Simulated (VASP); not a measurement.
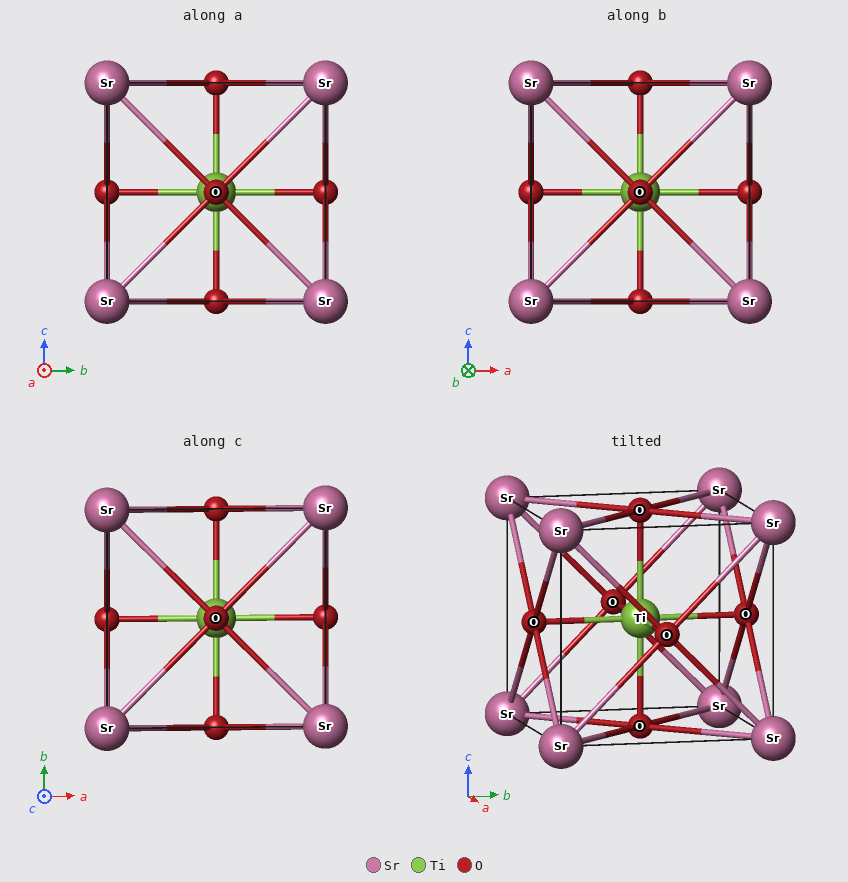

Ball-and-stick representation of a periodic structure, projected along the a axis, along the b axis, along the c axis and slightly off an axis. The unit cell is drawn as a box.

Lattice parameters: a = 3.907 Å, b = 3.907 Å, c = 3.907 Å, α = 90.00°, β = 90.00°, γ = 89.43°. Put a along x and b in the xy plane.

Put the structure into a POSCAR file.

Answer.
```
Sr Ti O
1.0
     3.907    0.000    0.000
     0.039    3.907    0.000
     0.000    0.000    3.907
Sr Ti O
1 1 3
Direct
  0.0000 0.0000 0.0000
  0.5000 0.5000 0.5000
  0.5000 0.5000 0.0000
  0.5000 0.0000 0.5000
  0.0000 0.5000 0.5000
```

The starting point was a structure type filled with these elements by a generator (whether the compound takes this form wasn't checked). The cell was then strained or its atoms displaced on purpose. A calculation with VASP used it as input.
